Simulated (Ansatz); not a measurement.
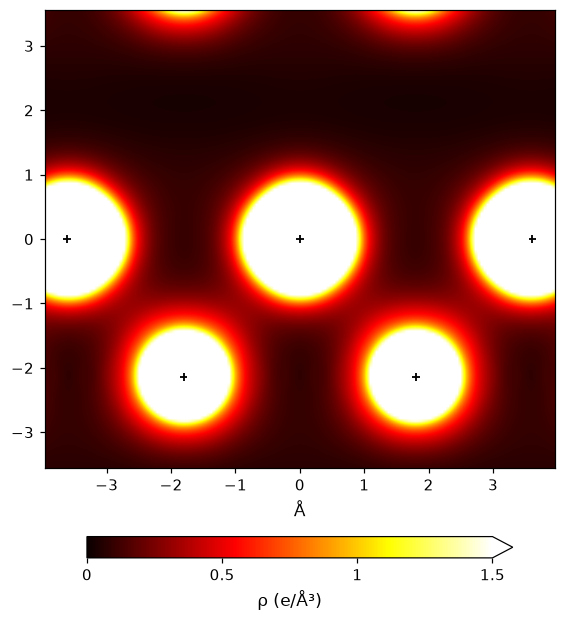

The valence electron density on a plane through atoms (crosses mark nuclei in the plane).

Computed with Kohn-Sham DFT of a periodic cell, r2SCAN0, Ansatz PAW (Ansatz 0.2.0).

Candidates:
A. SiO, a = 4.87 Å, b = 4.87 Å, c = 4.87 Å, α = 90.00°, β = 90.00°, γ = 90.00°. Space group F-43m; a generated structure, not necessarily the stable one.
B. PtSe, a = 3.70 Å, b = 3.70 Å, c = 3.61 Å, α = 90.00°, β = 90.00°, γ = 120.00°. Space group P-6m2; a generated structure, not necessarily the stable one; built by placing these elements on a known structure type; computed pressure about −17 GPa in this cell.

Q: Which system is this?

A: Candidate B: PtSe on the (110) plane of the conventional cell, which holds Pt and Se. Pt–Se (2.80 Å): the density is about 0.33 e/Å³ at the midpoint.
